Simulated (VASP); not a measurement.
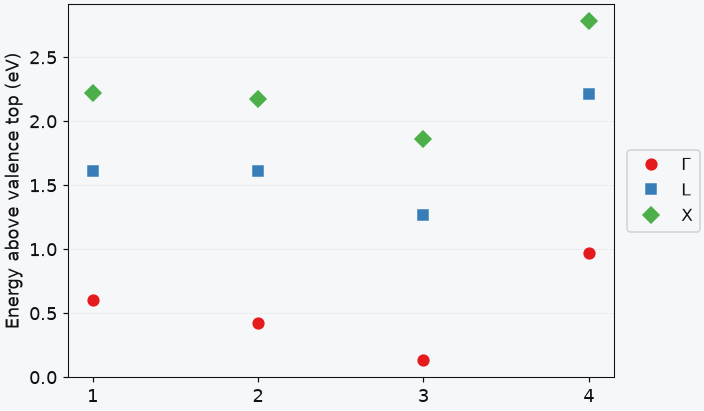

Lowest conduction level at each named k point, counted from the valence-band top at Γ, by several methods on one cell of zincblende InAs, space group F-43m, 2 atoms in the primitive cell; cubic a = 6.091 Å. All runs are without spin-orbit coupling and carry no moments.

Question: Which column is which method? They are TB-mBJ, r2SCAN, HSE06 and PBE0.

Answer: 1 is TB-mBJ; 2 is HSE06; 3 is r2SCAN; 4 is PBE0.

```csv
method,program,Γ (eV),L (eV),X (eV)
r2SCAN,VASP,0.13,1.27,1.86
HSE06,VASP,0.42,1.61,2.17
TB-mBJ,VASP,0.60,1.61,2.22
PBE0,VASP,0.97,2.21,2.78
```

Question: Does PBE0 shift these levels rigidly from r2SCAN?

Answer: The shifts are +0.84 eV at Γ, +0.94 eV at L and +0.92 eV at X: a spread of 0.10 eV on a mean of 0.90 eV, so one shift describes them well.

Settings. r2SCAN: VASP PAW PBE potentials, release 64 (In_d, As), 10×10×10 k mesh, 520 eV cutoff, Gaussian smearing of 0.03 eV (VASP). HSE06: VASP PAW PBE potentials, release 64 (In_d, As), 6×6×6 k mesh, 520 eV cutoff, Gaussian smearing of 0.03 eV (VASP 6.6.1). TB-mBJ: VASP PAW PBE potentials, release 64 (In_d, As), 10×10×10 k mesh, 520 eV cutoff, Gaussian smearing of 0.03 eV (VASP 6.6.1). PBE0: VASP PAW PBE potentials, release 64 (In_d, As), 6×6×6 k mesh, 520 eV cutoff, Gaussian smearing of 0.03 eV (VASP 6.6.1).

The PAW data sets were made with another functional. Spin-orbit coupling is left out, which matters for In and As. LDA, GGA and most meta-GGA functionals understate gaps. TB-mBJ: this is a model potential built to give gaps, with no total energy.
